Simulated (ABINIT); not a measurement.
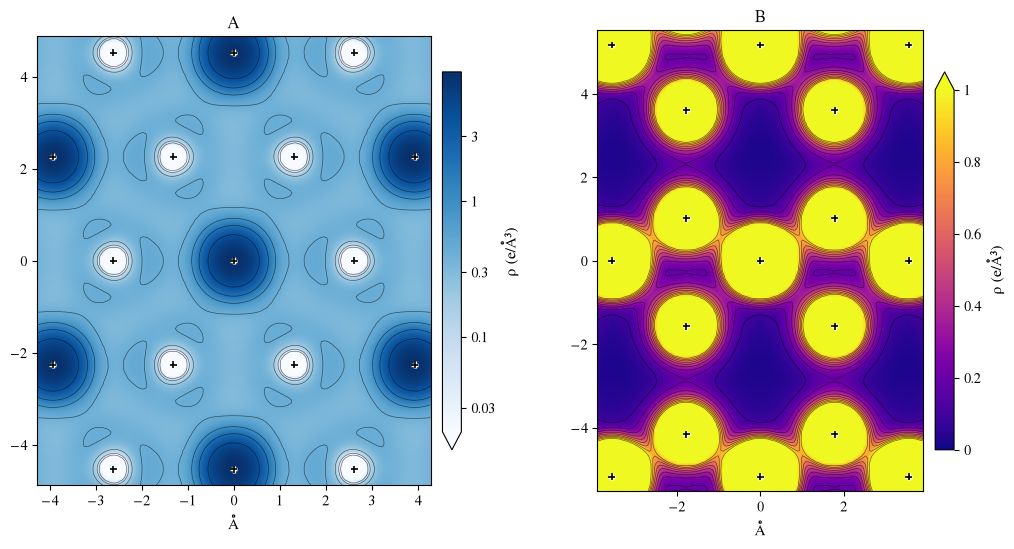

The valence charge density (pseudo) of 2 systems, each on a plane through atoms (crosses mark nuclei in the plane).

Computed with Kohn-Sham DFT of a periodic cell, PBEsol, JTH PAW PBE v2.0 (ABINIT).

System 1: HfO2, the (100) plane of the conventional cell. Space group P4₂/nmc; a structure from a database of computed crystals, not necessarily the ambient phase.

```
Hf O
1.0
     3.55802    0.00000    0.00000
     0.00000    3.55802    0.00000
     0.00000    0.00000    5.17186
Hf O
2 4
Cartesian
  0.0000 0.0000 0.0000
  1.7790 1.7790 2.5859
  0.0000 1.7790 1.0199
  1.7790 0.0000 1.5660
  1.7790 0.0000 4.1519
  0.0000 1.7790 3.6059
```

System 2: Si2Mo, the (11̄0) plane of the conventional cell. Space group I4/mmm; not relaxed (largest force 0.3 eV/Å); computed pressure about −2 GPa in this cell.

### Which map belongs to which system?

Panel A is system 2, Si2Mo: the plane holds Mo and Si. Si–Mo (2.62 Å): the density is about 0.4 e/Å³ at the midpoint. Panel B is system 1, HfO2: the plane holds Hf and O. Hf–O (2.05 Å): the density is about 0.87 e/Å³ at the midpoint.
